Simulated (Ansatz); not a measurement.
MgSe: single-point calculation

System: MgSe (Fm-3m, 2 atoms in the cell).
Method: DFT, PBE, plane waves, PAW, no spin polarisation (Ansatz 0.2.0).

The structure was built on a prototype by a generator. The geometry comes from this level: r2SCAN. It belongs to a series of runs on one base structure; here: kpoints.mp_grid.grid = [3, 3, 3].

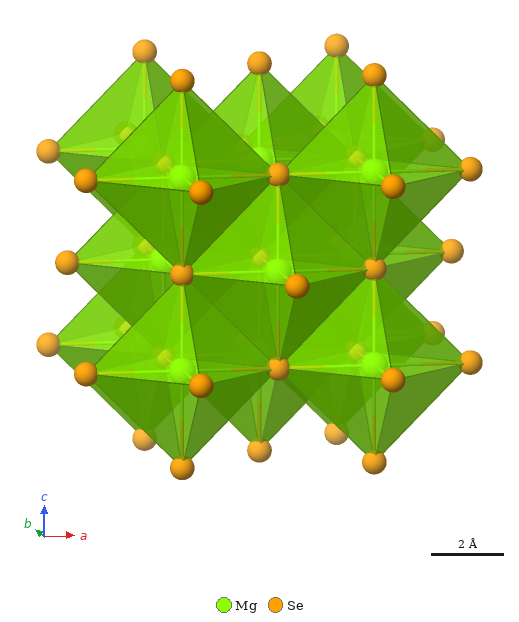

Figure 1. The structure as given in the input (polyhedral view of the cell 4 times as large as that of the calculation, set on its symmetry axes, seen slightly off an axis; polyhedra are completed across the faces of the cell).

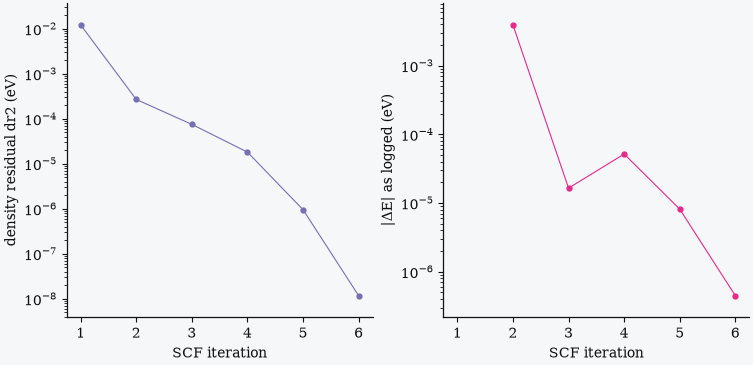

Figure 2. Convergence of the self-consistent field: density residual dr2 and size of the energy change against the SCF iteration. The residual falls at every step.

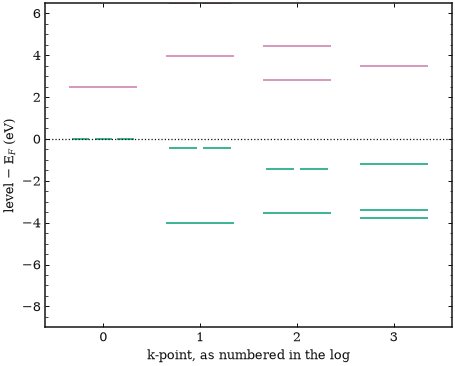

Figure 3. Kohn–Sham levels near the Fermi level (dotted) at the few k-points that the log prints; levels within 0.02 eV of each other stand side by side. Among these points the highest filled and lowest empty levels are 2.49 eV apart, which is the gap on the mesh.

The input and output of the run follow.

### Input file
```yaml
crystal:
  lattice:
    - [0.0, 2.7362693762, 2.7362693762]
    - [2.7362693762, 0.0, 2.7362693762]
    - [2.7362693762, 2.7362693762, 0.0]
  atoms:
    - { symbol: Mg, position: [0.0, 0.0, 0.0] }
    - { symbol: Se, position: [0.5, 0.5, 0.5] }
kpoints:
  mp_grid: { grid: [3, 3, 3] }
hamiltonian:
  xc: pbe
scf:
  occupations: { method: fixed }
  n_extra_bands: 4
output:
  forces: true
  stress: true
  eigenvalues: true
```

Launched with:
```bash
ansatz run input.yaml --threads 4 --pin off --max-ram 3686MiB --backend cpu --events-out ev --progress --plain --runs-dir out
```

### Log
```
scf.n_extra_bands = 4 over 13 filled bands (N_el = 26.0): the run solves 17 bands
Engine: ansatz 0.2.0, aarch64-unknown-linux-gnu
Pseudopotentials: kind: paw
Pseudopotential: Mg, paw, valence charge 10, recommended cutoff 420 eV (normal), Mg.paw.azcp
Pseudopotential: Se, paw, valence charge 16, recommended cutoff 420 eV (normal), Se.paw.azcp
Functional definition: PBE
  parameter kappa = 0.804
  parameter beta = 0.06672455060314922
  exchange = pbe_x(kappa = kappa, mu = beta*pi^2/3)
  correlation = pbe_c(beta = beta)
Crystal: 2 atoms, lattice volume = 40.974 Å³
Basis set: ecut = 420 eV, 821 PW (Γ), exchange–correlation on 54×54×54 points (8 copies of the dense FFT grid, shifted against one another)
Bands: 17, of which v1, the nominal top of the filled ones, is band 13 counted from 1 (12 counted from 0)
Symmetry: 48 space group operations
Space group: Fm-3m (ITA 225), of the structure as read, at distance tolerance 3.4e-5 Å
k-points: 4 of 27
Non-local potential: Mg, projectors of the file, l = 0: 3, l = 1: 2, l = 2: 1
Non-local potential: Se, projectors of the file, l = 0: 2, l = 1: 2, l = 2: 3, l = 3: 1
PAW form: soft (Blöchl's): semilocal exchange-correlation on the pseudo side does not see the compensation charge
PAW one-centre angular grid: Mg, 110 points (default); XC on 64 Gauss nodes
PAW one-centre angular grid: Se, 590 points (default); XC on 64 Gauss nodes
Initial density: superposition of atomic densities (neutral atoms: chi_scale 0, normalization atom), corrected by the library's trained network
Initial wavefunctions: pseudopotential atomic-orbital guess
Functional: x = pbe(κ = 0.804, μ = 0.2195149727645171), c = pbe(β = 0.06672455060314922)
SCF iter   1: F=—  HF=-7395.068346 eV  |F-HF|=—  |Δ(HF+E_count)|=         —  Δρ=4.10e-3  dr2=1.21e-2  ethr=1.77e-3  ⟨swp⟩=4.8  Hψ=287  notcnv=0  defer=5
preconditioner: auto → none  [insulator: Δε(μ)=2.521 eV  Ē_g=11.302 eV  n_scr=14 (ndim 8)  ℏωp=16.4 eV  f_vac=0.000  ε∞_Penn≈3.1]
SCF iter   2: F=—  HF=-7395.064449 eV  |F-HF|=—  |Δ(HF+E_count)|=   3.90e-3  Δρ=1.00e-3  dr2=2.68e-4  ethr=4.66e-5  ⟨swp⟩=2.0  Hψ=126  notcnv=0  defer=5
SCF iter   3: F=—  HF=-7395.064433 eV  |F-HF|=—  |Δ(HF+E_count)|=   1.64e-5  Δρ=4.65e-4  dr2=7.49e-5  ethr=1.03e-6  ⟨swp⟩=2.0  Hψ=127  notcnv=0  defer=5
SCF iter   4: F=—  HF=-7395.064484 eV  |F-HF|=—  |Δ(HF+E_count)|=   5.16e-5  Δρ=2.11e-4  dr2=1.81e-5  ethr=2.88e-7  ⟨swp⟩=1.8  Hψ=72  notcnv=0
SCF iter   5: F=—  HF=-7395.064492 eV  |F-HF|=—  |Δ(HF+E_count)|=   8.11e-6  Δρ=4.68e-5  dr2=9.53e-7  ethr=6.97e-8  ⟨swp⟩=2.0  Hψ=82  notcnv=0  defer=3
SCF iter   6: F=-7395.064493 eV  HF=-7395.064493 eV  |F-HF|=3.48e-9  |Δ(HF+E_count)|=   4.46e-7  Δρ=5.11e-6  dr2=1.17e-8  ethr=3.85e-10  ⟨swp⟩=7.5  Hψ=326  notcnv=0
SCF 1 converged in 6 iterations: F = -7395.064493 eV  dr2 = 1.17e-8
  greatest PAW one-centre occupation: 1.000 electrons in one spin orbital (limit 2), on the Mg atom at site 0 (counted from 0), in its partial waves of l = 0
SCF converged after 6 iterations
Free energy (F): -7395.064493 eV
Harris-Foulkes:  -7395.064493 eV  (|F-HF|=3.48e-9)
Internal energy: -7395.064493 eV  (E = F + TS)
E sigma→0 (E₀):  -7395.064493 eV
Fermi energy:    7.719579 eV
--- Per-component energies (eV) ---
  E_band       = -701.715742
  E_kinetic    = 197.984696
  E_local      = -3841.955185  (includes V_loc(G=0)·N_el)
  E_nonlocal   = -501.876767
  E_hartree    = 1695.311907
  E_xc         = -134.983798
  E_vxc        = -137.984490  (∫ρ·V_xc dr)
  E_paw        = -2203.384690  (= ΣΔE_a)
  E_vpaw       = 191.494099  (= ΣTr[D̂ρ^β])
  E_aug_tail   = -0.000601  (compensation charges beyond the density's cutoff)
  E_ewald      = -2606.160055
  E_smearing   = -0.000000  (= −TS)
  E_closure    = 0.000000  (closes the sum)
  Σ components = -7395.064493   (vs F -7395.064493, Δ=0.00e0)
--- Forces (eV/Å), atoms counted from 1 ---
  atom   1  Mg    -0.00000000     0.00000000     0.00000000
  atom   2  Se     0.00000000     0.00000000     0.00000000
  max |Σ_I F_I| component: 1.24e-29 eV/Å
--- Stress (GPa, compression-positive) ---
        2.824164       0.000000      -0.000000
        0.000000       2.824164       0.000000
        0.000000      -0.000000       2.824164
  P = ⅓ Tr σ = 2.8242 GPa (28.242 kbar)
--- Band table (eV) ---
  k-point 0: bands = ["-67.8631", "-38.3320", "-38.3320", "-38.3263", "-38.3263", "-38.3263", "-34.6153", "-34.6153", "-34.6153", "-5.1517", "7.7196", "7.7196", "7.7196", "10.2050", "15.0748", "15.0748", "15.0748"]
  k-point 1: bands = ["-67.8630", "-38.3322", "-38.3322", "-38.3261", "-38.3260", "-38.3260", "-34.6177", "-34.6153", "-34.6153", "-4.3753", "3.7148", "7.2692", "7.2692", "11.6653", "14.1852", "14.1852", "16.1645"]
  k-point 2: bands = ["-67.8629", "-38.3323", "-38.3318", "-38.3264", "-38.3258", "-38.3258", "-34.6173", "-34.6162", "-34.6162", "-4.1436", "4.1935", "6.2913", "6.2913", "10.5258", "12.1675", "16.7182", "18.3013"]
  k-point 3: bands = ["-67.8629", "-38.3321", "-38.3320", "-38.3261", "-38.3258", "-38.3257", "-34.6174", "-34.6174", "-34.6158", "-3.7825", "3.9529", "4.3396", "6.5388", "11.2070", "14.9484", "15.7298", "16.6442"]
```

### Results in brief

| quantity | value |
| --- | --- |
| outcome | converged |
| space group (tolerance 0.01 Å) | Fm-3m (225) |
| electrons treated | 26 |
| free energy | −7395.0645 eV |
| Fermi energy | 7.720 eV |
| gap on the k-point mesh | 2.49 eV |
| pressure | 2.82 GPa |
| largest force (length of the vector) | under 0.001 eV/Å |
| hardware | 4 threads of Arm Neoverse N1, 98 GiB of memory available, shared host |
| wall time | 0.58 s (CPU time 1 s) |
| peak memory | 0.28 GiB |

Settings chosen away from the usual ones: kpoints.mp_grid.grid = [3, 3, 3]. The k-point mesh is coarse for a cell of this size, so the results may not be converged.
